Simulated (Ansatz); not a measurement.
**Hf₄HS₈ (cell charge −1, with a compensating background) (cell with a defect): density, localisation and related maps**

Input

```
crystal:
  lattice:
    - [3.6058628313, 0.0, -5.7703876582]
    - [3.6058628313, 0.0, 5.7703876582]
    - [-3.6058628313, -6.245537629, 0.0]
  atoms:
    - { symbol: Hf, position: [0.5, 0.5, 0.0] }
    - { symbol: Hf, position: [1.0, 0.0, 0.0] }
    - { symbol: Hf, position: [0.5, 0.5, 0.5] }
    - { symbol: Hf, position: [1.0, 0.0, 0.5] }
    - { symbol: S, position: [0.7928636758, 0.5404696575, 0.3333333333] }
    - { symbol: S, position: [0.2928636758, 0.0404696575, 0.3333333333] }
    - { symbol: S, position: [0.7928636758, 0.5404696575, 0.8333333333] }
    - { symbol: S, position: [0.2928636758, 0.0404696575, 0.8333333333] }
    - { symbol: S, position: [0.7071363242, 0.9595303425, 0.1666666667] }
    - { symbol: S, position: [0.2071363242, 0.4595303425, 0.1666666667] }
    - { symbol: S, position: [0.7071363242, 0.9595303425, 0.6666666667] }
    - { symbol: S, position: [0.2071363242, 0.4595303425, 0.6666666667] }
    - { symbol: H, position: [0.5517410792, 0.1677088207, 0.696848315] }
total_charge: -1
basis:
  ecutwfc: 420
  xc_grid: 2
kpoints:
  mp_grid: { grid: [3, 3, 3], shift: [0.0, 0.0, 0.0] }
hamiltonian:
  xc: pbe
  dispersion: d3bj
scf:
  occupations: { method: gaussian, width: 0.02 }
output:
  forces: true
  stress: false
  eigenvalues: true
  write_density: true
  write_potential: true
  elf: true
  volumetric_format: npy
relax:
  adjacent_minimum: "off"
  f_tol: 0.02
  max_steps: 60
```

Run with:

```sh
ansatz run input.yaml --threads 4 --pin off --max-ram 10240MiB --backend cpu --events-out ev --progress --plain --runs-dir out
```

The fields are those of the run's last geometry, not of the input's.

Method: DFT PBE+D3(BJ), scalar-relativistic, plane waves, PAW (Ansatz 0.2.0).

The density is the valence pseudo-density of a PAW calculation; it isn't the true density close to the nuclei.

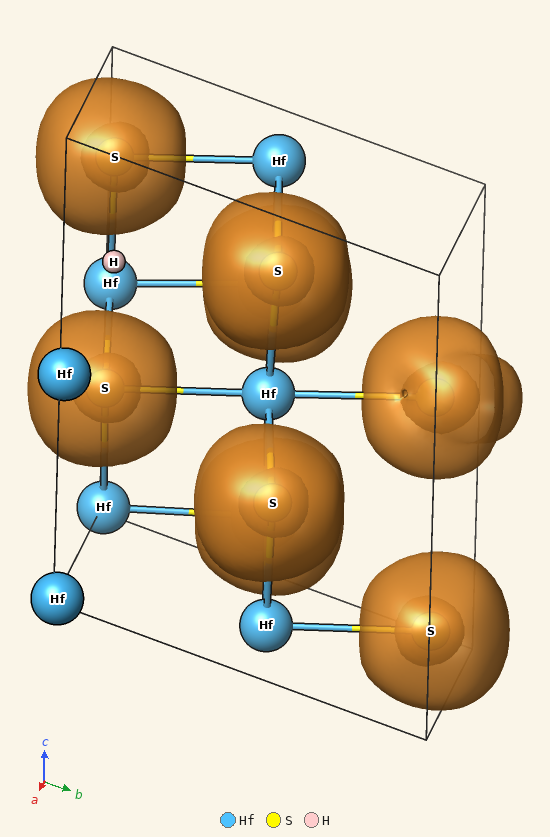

Figure 1. Isosurface of the ELF at 0.7 (orange), seen at an oblique angle. Only the valence region is drawn (cores and ρ < 0.01 e/Å³ removed). Sticks mark near contacts.

Describe the localisation domains.

At this value the surface marks out seven regions wrapped around S (the valence shell of each) and one joined region spread over several atoms (H, S), in which their bonds and any lone pairs are merged, counted in one cell of 13 atoms. Any copies at cell faces, edges or corners count once.


S–H (1.37 Å): the ELF climbs to about 1 towards the hydrogen, as it does in any bond to H; an ordinary covalent bond to hydrogen. Hf–S (2.53 Å): the ELF peaks at about 0.85 in the valence shell of S, 0.8 Å from its nucleus, and is about 0.35 at the midpoint.

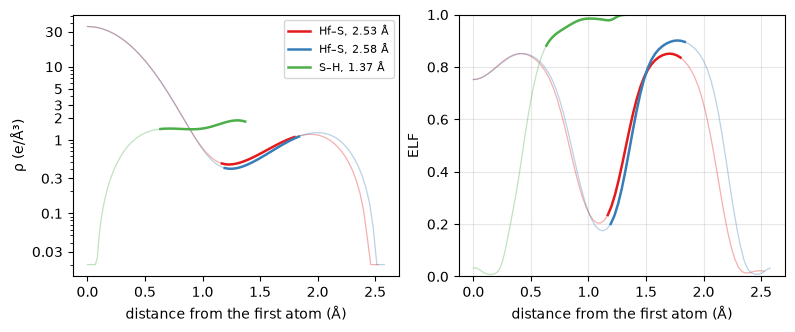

Figure 2. Valence pseudo-density and electron localisation function along straight lines between neighbouring atoms. Thin, pale parts lie inside the atomic spheres.

Compare the contacts.

Hf–S (2.53 Å): ρ is about 0.47 e/Å³ halfway; the ELF peaks at about 0.85 in the valence shell of S, 0.8 Å from its nucleus, and is about 0.35 at the midpoint.
Hf–S (2.58 Å): ρ is about 0.41 e/Å³ halfway; the ELF peaks at about 0.90 in the valence shell of S, 0.8 Å from its nucleus, and is about 0.35 at the midpoint.
S–H (1.37 Å): ρ at the midpoint is about 1.4 e/Å³; the ELF climbs to about 1 towards the hydrogen: a covalent bond by its length.

Does the calculation give a band gap?

It is metallic or semimetallic at this level of theory: no gap opens.
